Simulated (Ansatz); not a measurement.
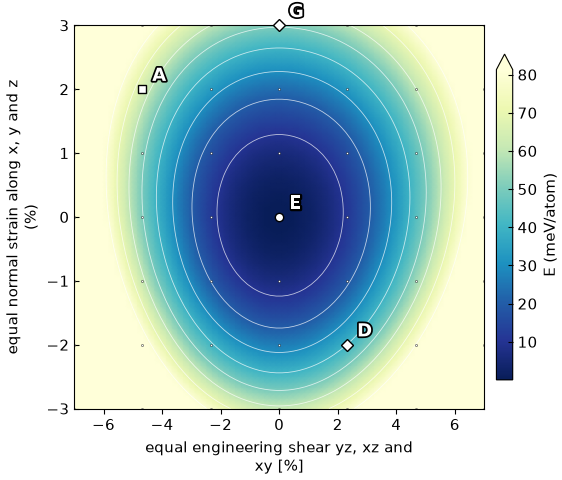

AlGa₃N₄ (P-43m, No. 215; 8 atoms in the cell). The energy is mapped over two homogeneous strains (x, y and z along the cube axes). The first coordinate is: equal engineering shear yz, xz and xy; the second: equal normal strain along x, y and z. Nothing is relaxed (fractional coordinates fixed). The scan uses a 7 × 7 grid. Points are written as (first, second). Energies: meV/atom, counted from the lowest grid point. Theory: DFT LDA, scalar-relativistic, plane waves, PAW (Ansatz 0.2.0). Settings: cutoff 520 eV, k-mesh 6×6×6, gaussian smearing 0.05 eV, no spin polarisation.

Drawn: a smooth colour map with a few white contour lines, dots at the grid points, one colour for all values above the top of the scale, lettered points. Between grid points the surface is interpolated.

Is D the lowest point of the computed grid?

No. D lies 40 meV/atom above the lowest grid point, which is at (0.00 %, 0 %).

Which space group has the cell at each letter?

A: R3m; D: R3m; E: P-43m; G: P-43m.

PAW datasets: the set soft_1.
